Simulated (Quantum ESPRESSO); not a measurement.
## PbO: 7 runs along one coordinate

System: PbO (Pbcm, 8 atoms in the cell).
Method: Kohn-Sham DFT of a periodic cell, LDA, GBRV 1.5 LDA, no spin polarisation (Quantum ESPRESSO 7.5).

The 7 runs differ only in the geometry, by an even scaling of the cell at fixed fractional positions. The structure derives from an entry of the Crystallography Open Database.

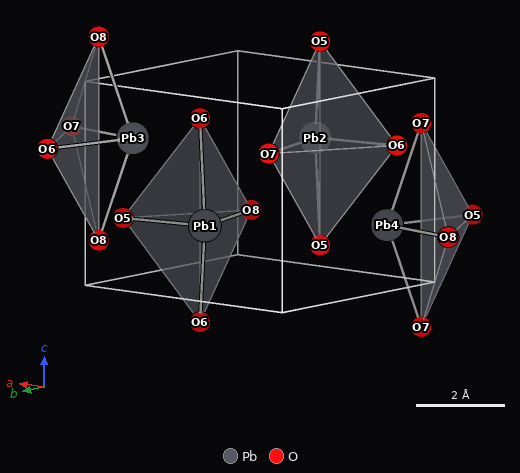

Figure 1. The structure of run 4 (polyhedral view of the cell of the calculation, seen at an oblique angle; polyhedra are completed across the faces of the cell; atoms are numbered from 1 in the order of the input). An atom can appear more than once, as a periodic image.

### Input of run 4
```
&CONTROL
  calculation = 'scf'
  prefix = 'pwscf'
  outdir = './tmp'
  pseudo_dir = './pseudo'
  tstress = .true.
  disk_io = 'nowf'
/
&SYSTEM
  ibrav = 0
  nat = 8
  ntyp = 2
  ecutwfc = 45
  ecutrho = 360
  nbnd = 52
  occupations = 'smearing'
  smearing = 'fd'
  degauss = 0.00367493
/
&ELECTRONS
  conv_thr = 1.6d-09
  electron_maxstep = 120
  mixing_beta = 0.5
/
ATOMIC_SPECIES
Pb   207.2000 pb_lda_v1.uspp.F.UPF
O     15.9990 o_lda_v1.2.uspp.F.UPF
CELL_PARAMETERS angstrom
   5.8760000000    0.0000000000    0.0000000000
   0.0000000000    5.4760000000    0.0000000000
   0.0000000000    0.0000000000    4.7430000000
ATOMIC_POSITIONS crystal
Pb     0.7690000000    0.5140000000    0.2500000000
Pb     0.2310000000    0.4860000000    0.7500000000
Pb     0.7690000000    0.9860000000    0.7500000000
Pb     0.2310000000    0.0140000000    0.2500000000
O      0.1320000000    0.5820000000    0.2500000000
O      0.8680000000    0.4180000000    0.7500000000
O      0.1320000000    0.9180000000    0.7500000000
O      0.8680000000    0.0820000000    0.2500000000
K_POINTS automatic
4 4 5 0 0 0
```

Command:
```bash
OMP_NUM_THREADS=1 mpirun -n 2 pw.x -nk 2 -in pw.in > pw.out
```

Run 3 differs from it as follows:
```diff
-   5.8760000000    0.0000000000    0.0000000000
-   0.0000000000    5.4760000000    0.0000000000
-   0.0000000000    0.0000000000    4.7430000000
+   5.8365625701    0.0000000000    0.0000000000
+   0.0000000000    5.4392472148    0.0000000000
+   0.0000000000    0.0000000000    4.7111668261
```

### Results, with one run withheld

```tsv
run	volume per atom (Å³)	free energy per atom, from the lowest run given (meV)	pressure (GPa)	gap on the mesh (eV)
1	17.932	0.00	0.54	2.09
2	18.314	0.83	−1.51	2.06
3	18.695	?	?	?
4	19.077	15.82	−4.95	1.99
5	19.458	29.00	−6.39	1.95
6	19.840	45.42	−7.67	1.91
7	20.222	64.70	−8.80	1.88
```

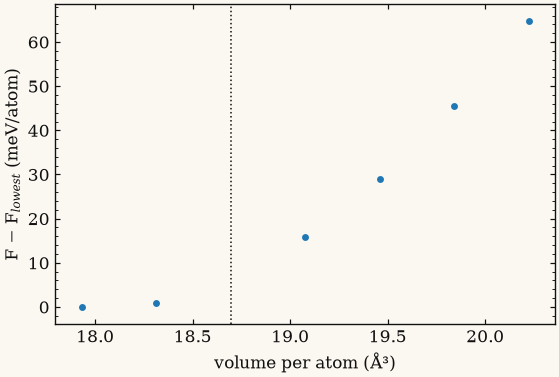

Figure 2. Free energy per atom of the runs given; the dotted line marks run 3.

Estimate the energy of run 3 from the others.

A cubic polynomial in V^(−2/3) (the Birch–Murnaghan form), fitted to the 6 runs given, misses them by at most 0.01 meV per atom. With x = V^(−2/3) − 0.13989 Å⁻², it reads F = 16.912 − 6327.4 x + 5.7434e+05 x² + 1.484e+06 x³ (meV per atom). At run 3 it gives 6.27 meV per atom, and the run itself gives 6.27. The slope of the fit gives a pressure −dF/dV of −3.18 GPa there, and the run prints −3.33 GPa. The two needn't agree exactly: the fit is approximate, and the printed stress is taken on a finite basis. The fit has its minimum at 18.058 Å³ per atom, where V d²F/dV² gives 99.6 GPa. Cell shape and fractional positions are held, so this is the stiffness under even scaling; the relaxed bulk modulus wasn't computed and can be far lower in a crystal of layers, chains or molecules like this one. The gap on the mesh goes, without turning, from 2.09 eV in run 1 to 1.88 eV in run 7; run 3 has 2.02 eV. These are gaps of this functional on this mesh, which can miss the band edges; they aren't the measured gap.

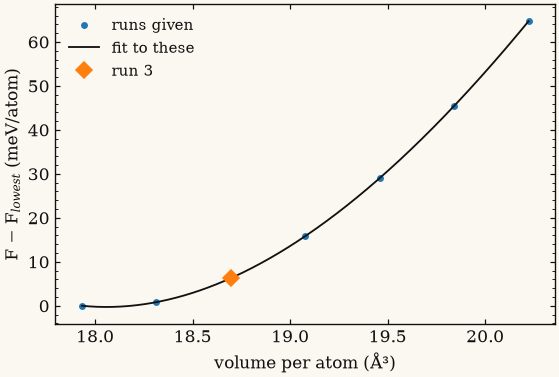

Figure 3. The fit and the withheld run.

### Some lines of the output (run 3)
```
[...]
     total energy              =    -785.29251957 Ry
     total energy              =    -785.29532512 Ry
     total energy              =    -785.29619357 Ry
     total energy              =    -785.29660217 Ry
     total energy              =    -785.29646485 Ry
     total energy              =    -785.29647614 Ry
     total energy              =    -785.29648481 Ry
     total energy              =    -785.29648649 Ry
     total energy              =    -785.29648648 Ry
     the Fermi energy is     9.5259 ev
!    total energy              =    -785.29648649 Ry
     The total energy is F=E-TS. E is the sum of the following terms:
     Computing stress (Cartesian axis) and pressure
          total   stress  (Ry/bohr**3)                   (kbar)     P=      -33.33
```

Notes on the run: negative rho. Spin–orbit coupling is left out, which matters for Pb.
